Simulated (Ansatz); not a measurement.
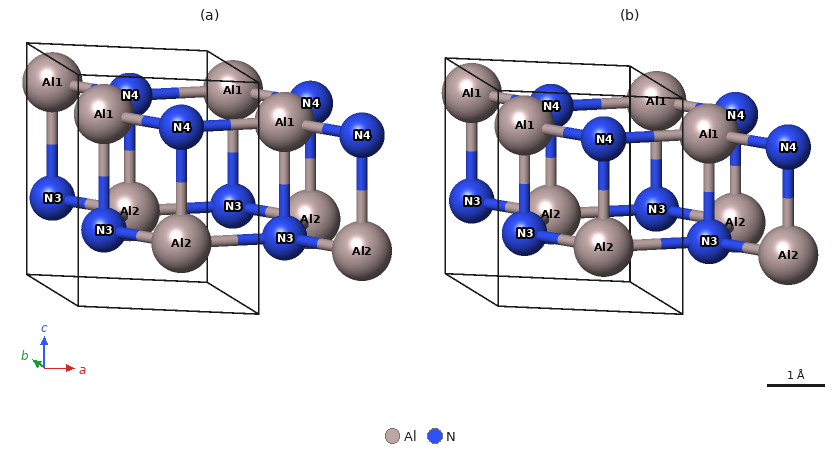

Left: a symmetric starting cell of AlN. Right: the same structure after one change, at the same scale. Style: ball-and-stick. Shown: the cell of the calculation, repeated 2 × 2 × 1 with one cell outlined, slightly off an axis.

Level of theory: DFT PBE, scalar-relativistic, plane waves, PAW in Ansatz 0.2.0. Set-up: plane-wave cutoff 420 eV; k-point mesh 9 × 9 × 6; occupations gaussian; smearing width 0.02 eV; no spin polarisation.

Q: What was changed?

A: The cell is strained by −6.8 % along c and +2.2 % across it (volume −2.7 %), the atoms keeping their fractional coordinates. No relaxation follows. The starting cell wasn't computed here and needn't be at equilibrium, so pressure and forces aren't due to the change alone.

Q: How do the computed properties respond?

A: Some distances before and after: Al–N 2.094 → 1.951 Å, Al–N 1.912 → 1.954 Å. The space group stays P6_3/mmc (No. 194). The pressure is 6.9 GPa (not all of it need come from the change, since the unchanged cell can be under pressure at this level too). The principal stresses (compression positive) are 21.0 GPa along c and −0.2 GPa across it. All forces vanish by symmetry.
